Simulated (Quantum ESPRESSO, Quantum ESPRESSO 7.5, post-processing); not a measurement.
# Nb: work function by face

Aim: the work function of the low-index faces of Nb, their order, and how far the functional matters.

Calculated with Quantum ESPRESSO 7.5; plane-wave DFT, PBE, PseudoDojo norm-conserving pseudopotentials (geometry by pw.x at PBE, GBRV ultrasoft).

**Measured values to reproduce.**

“Anisotropic work function of elemental crystals” (2019, arxiv:1902.07811) quotes from earlier work for Nb (clean single-crystal faces): work function of (110) (clean (110) face) 4.63 eV; work function of (100) (clean (100) face) 3.97 eV; work function of (111) (clean (111) face) 4.08 eV.

### Step 1. Starting point

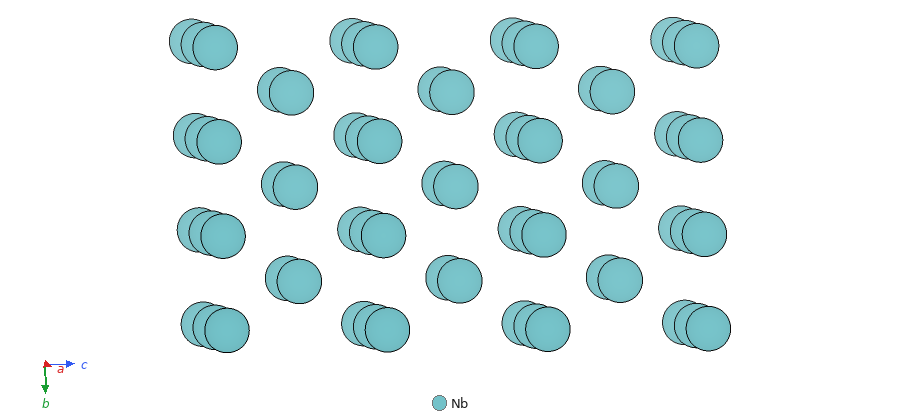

The starting structure, seen from the side, with the c axis across the page (niobium teal). 2×3×1 cells are drawn. Some periodic images of atoms are drawn too.

The cell holds 7 atoms: 7 Nb. Cell: a = 2.858 Å, b = 2.858 Å, c = 30.001 Å, α = 90.0°, β = 90.0°, γ = 70.5°. It derives from Nb. Vacuum lies along c.

### Step 2. Relaxing the ions of (110), PBE

BFGS moves the free atoms until their forces fall under forc_conv_thr; those flagged 0 0 0 are held.

Input file 110.relax.in:

```
&control
  prefix = '110.relax'
  outdir = './out'
  pseudo_dir = './pseudo'
  nstep = 40
  forc_conv_thr = 0.001
  calculation = 'relax'
/
&system
  ibrav = 0
  nat = 7
  ntyp = 1
  ecutwfc = 40
  ecutrho = 200
  occupations = 'smearing'
  smearing = 'mv'
  degauss = 0.02
/
&electrons
  conv_thr = 1e-07
  mixing_beta = 0.4
  electron_maxstep = 120
  mixing_mode = 'local-TF'
/
&ions
/
ATOMIC_SPECIES
  Nb  92.9064  nb_pbe_v1.uspp.F.UPF
CELL_PARAMETERS angstrom
  2.33345237791561 -1.65000000000000 0.00000000000000
  2.33345237791561 1.65000000000000 0.00000000000000
  0.00000000000000 0.00000000000000 30.00071426749364
ATOMIC_POSITIONS crystal
  Nb  0.000000000000 0.000000000000 0.266660317773
  Nb  0.500000000000 0.500000000000 0.344440211849
  Nb  0.000000000000 0.000000000000 0.422220105924 0 0 0
  Nb  0.500000000000 0.500000000000 0.500000000000 0 0 0
  Nb  0.000000000000 0.000000000000 0.577779894076 0 0 0
  Nb  0.500000000000 0.500000000000 0.655559788151
  Nb  0.000000000000 0.000000000000 0.733339682227
K_POINTS automatic
  12 12 1 0 0 0
```

Command:

```
OMP_NUM_THREADS=1 mpirun -n 4 pw.x -nk 4 -in 110.relax.in > 110.relax.out
```

Then come: SCF with pw.x of (110), PBE; electrostatic potential of (110); ground state of (110), PBEsol; relaxation with pw.x of (100), PBE; ground state of (100), PBE; potential by pp.x of (100); SCF with pw.x of (100), PBEsol; electrostatic potential of (100); relaxing the ions of (111), PBE; self-consistent run of (111), PBE; electrostatic potential of (111); ground state of (111), PBEsol; the series side by side; A check by hand. Settings of the main run: cutoff 74 Ry, smearing, Marzari-Vanderbilt smearing, smearing width 0.02 Ry, SCF threshold 1.00e-7 Ry, dojo-sr-pbe-0.4.1-standard potentials, 12×12×1 k-mesh, mpi ranks 4, pools 4, omp threads 1, face 110.

Before running: what should come out for the work function of (110), PBE; work function of (100), PBE; and work function of (111), PBE?

Under PBE the work functions are 4.53 eV on (110), 3.72 eV on (111) and 3.59 eV on (100). In order of packing, from 7.70 to 18.86 Å² an atom, the faces are (110), (100) and (111). The work function doesn't follow that order throughout, so smoothing alone doesn't explain it; the states near the Fermi level, surface states and relaxation differ from face to face. PBEsol lies +0.09 to +0.09 eV from PBE on the same atoms, nearly a rigid shift.

| Property | Result |
| --- | --- |
| work function of (110), PBE | 4.53 eV |
| work function of (100), PBE | 3.59 eV |
| work function of (100), PBEsol | 3.68 eV |
| work function of (111), PBE | 3.72 eV |
| work function of (111), PBEsol | 3.80 eV |

The top two spacings change by -3.7 and +1.0 % on (110), -13.2 and +2.5 % on (100) and -22.1 and -10.7 % on (111). The slabs are thin and unreconstructed, at the tabulated lattice constant; thickness and mesh leave some 0.05 to 0.1 eV open.

Comparison with the measured values:

```
                   quantity  measured              PBE           PBEsol
work function of (110) (eV)      4.63  4.53 (-0.10 eV)  4.63 (-0.00 eV)
work function of (100) (eV)      3.97  3.59 (-0.38 eV)  3.68 (-0.29 eV)
work function of (111) (eV)      4.08  3.72 (-0.36 eV)  3.80 (-0.28 eV)
```

Measured values from arxiv:1902.07811 (2019).

**Verdict.** The grades are ours: good and fair within 3 and 7 % for the work function of (110), 3 and 7 % for the work function of (100) and 3 and 7 % for the work function of (111). Other measurements of the same face can differ from the value quoted by 0.1 to 0.2 eV.

[Logs are printed without paths, hosts, clocks, repeated set-up lines and the standing remarks that a program may print on its own settings, such as how far it seeks lower states.]

[Hosts, paths, dates, database ids (printed as entryN), source tags and the programs' standing remarks are cut or masked in the printed files.]

[Maps of the electrostatic potential energy from Ansatz leave out the sawtooth potential of an applied field or a dipole correction, so their vacuum need not be flat; planar profiles and work functions include it.]
